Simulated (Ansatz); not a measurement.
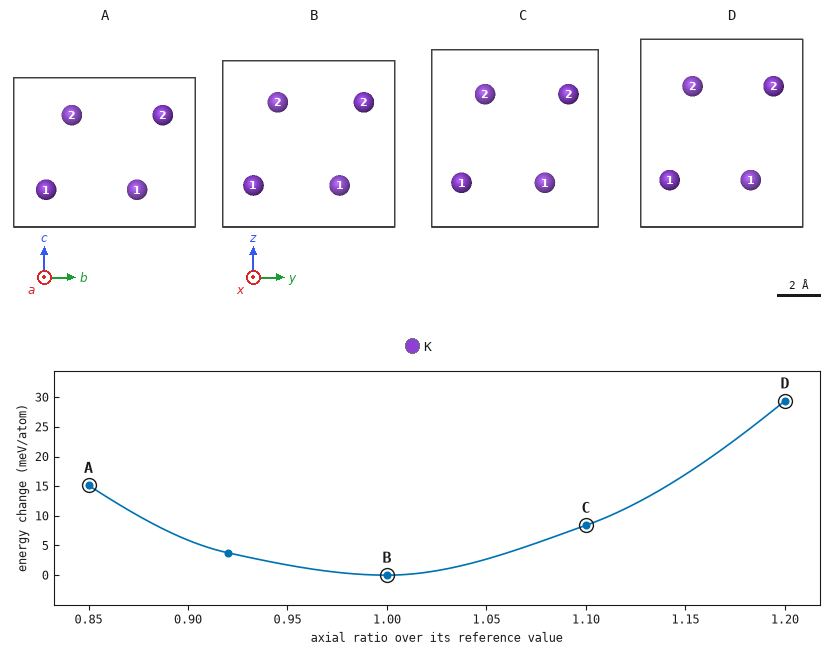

Energy scan for a crystal of K (Cmcm), in which the ratio of the cell's length along z to its lengths across, counted as 1 for the reference, is changed at fixed volume (a c/a path), with the atoms kept at their fractional coordinates. x, y and z are the Cartesian axes of the input. The lettered frames are marked on the plot. The picture is a ball-and-stick view of the conventional cell (2 times the calculation's cell), repeated 2 × 1 × 1 with one cell outlined, seen along the a axis. Lengths and directions refer to the drawn axes.

The calculation used Ansatz, DFT PBEsol, scalar-relativistic, plane waves, PAW. Set-up: plane-wave cutoff 420 eV; k-point mesh 12 × 12 × 8; occupations gaussian; smearing width 0.15 eV; no spin polarisation. Energies (free energies at the smearing named) are counted from the cell as listed in its source, which wasn't relaxed.

> Read off the main features of the energy profile.

The lowest computed point lies at the relative ratio 1.00 (0.0 meV/atom). The end points stand at 15.1 meV/atom (0.85) and 29.4 meV/atom (1.20). The distortion keeps the space group Cmcm. At the relative ratio 1.20 the cell of the drawing goes a 4.876 → 4.588 Å, b 8.095 → 7.618 Å, c 7.812 → 8.821 Å.

The computed points:

| axial ratio over its reference value | energy change (meV/atom) |
| --- | --- |
| 0.85 | 15.1 |
| 0.92 | 3.8 |
| 1.00 | 0.0 |
| 1.10 | 8.4 |
| 1.20 | 29.4 |
